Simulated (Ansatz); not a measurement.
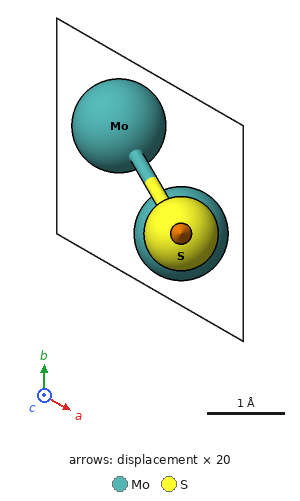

This is a relaxation of solid MoS₂ (set up in P6_3/mmc). The starting structure is drawn; orange arrows show the displacements (the part carried along by the change of the cell is left out), magnified 20 times.

Style: ball-and-stick. Shown: the cell of the calculation, along the c axis.

Case: relaxed at 90 GPa.

The calculation used Ansatz 0.2.0, DFT PBEsol, scalar-relativistic, plane waves, PAW.

The input:
```yaml
crystal:
  lattice:
    - [2.8044256421, 0.0, 0.0]
    - [-1.402212821, 2.428703849, 0.0]
    - [0.0, 0.0, 10.1719038646]
  atoms:
    - { symbol: Mo, position: [0.6666666667, 0.3333333333, 0.25] }
    - { symbol: Mo, position: [0.3333333333, 0.6666666667, 0.75] }
    - { symbol: S, position: [0.6666666667, 0.3333333333, 0.5978605364] }
    - { symbol: S, position: [0.3333333333, 0.6666666667, 0.4021394636] }
    - { symbol: S, position: [0.6666666667, 0.3333333333, 0.9021394636] }
    - { symbol: S, position: [0.3333333333, 0.6666666667, 0.0978605364] }
basis:
  ecutwfc: 420
kpoints:
  mp_grid: { grid: [12, 12, 4] }
hamiltonian:
  xc: pbesol
scf:
  occupations: { method: gaussian, width: 0.1 }
output:
  forces: true
  stress: true
  eigenvalues: true
relax:
  adjacent_minimum: "off"
  f_tol: 0.008
  max_steps: 50
  cell: { stress_tol: 0.08, p_target: 90.0 }
```

Command:
```bash
ansatz run input.yaml --threads 1 --pin off --max-ram 2560MiB --backend cpu --events-out ev --progress --plain --runs-dir out
```

> What happened in the run?

The largest moves relative to the cell, 0.063 Å, are those of S3, S4, S5 and S6. S3 goes along −c. Mo stays in place. The volume changes by −3.6 %, with a = b 2.804 → 2.758 Å (−1.6 %), c 10.172 → 10.139 Å (−0.3 %). Near-neighbour distances that change, for instance: Mo1–Mo1 2.804 → 2.758 Å, Mo1–S4 2.240 → 2.261 Å. Bond angles that change, for instance: Mo1–S4–Mo1 77.5° → 75.2°. The space group stays P6_3/mmc (No. 194). The energy rises by 188 meV per atom in 4 accepted moves (5 points after the start). With the target pressure of 90 GPa, the enthalpy E + pV changes by −44.2 meV per atom. Largest force component: 1.6 eV/Å at the start, 0.00031 eV/Å at the end. The pressure goes from 84.63 to 89.99 GPa. The SCF was repeated once at an unchanged geometry on a basis and grid sized afresh for the cell, which shifted the energy by 0.1 meV per atom at most. Cost: 44 s on 1 thread of Arm Neoverse V1, on a shared host, peak memory 0.4 GiB.
